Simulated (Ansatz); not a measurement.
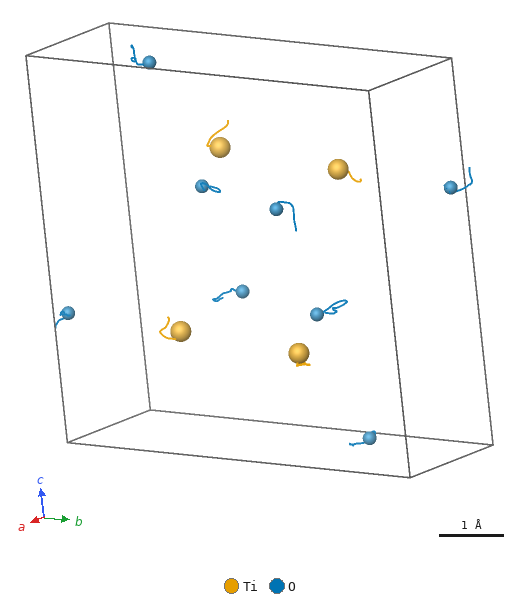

A Born-Oppenheimer molecular dynamics run of a 12-atom cell of TiO$_{2}$ (set up in I4/m), 82 fs long. The cell was cut from the crystal with space group I4/m. Lines trace each atom's path, in the colour of its element; spheres stand at the starting positions. Seen slightly off an axis in the reduced simulation cell.

Method: Ansatz, DFT PBE, scalar-relativistic, plane waves, PAW. Run with plane-wave cutoff 420 eV; k-point mesh 3 × 3 × 2; Fermi-Dirac smearing 0.24 eV; volume 1.15 times that of the relaxed crystal; Langevin thermostat (NVT); set temperature 2800 K; time step 0.75 fs; friction 0.02 per fs.

### How do the atoms move?

In the second half of the run the atoms are, in the root-mean-square, this far from where they began (common drift taken out): O 0.34 Å, Ti 0.33 Å. The run lasts only 82 fs, too short to tell vibration from diffusion. Over the second half the temperature averages 1847 K (spread ±212 K). That is still far from the set 2800 K: the thermostat hasn't settled it within this run. The potential energy is still drifting at the end, so the run hasn't reached equilibrium. The potential energy in the second half lies on average 211 meV per atom above the first frame.

Cost: 19 min on 1 thread of Arm Neoverse V1 (shared host), peak memory 0.46 GiB.

PAW datasets: the set soft_1.
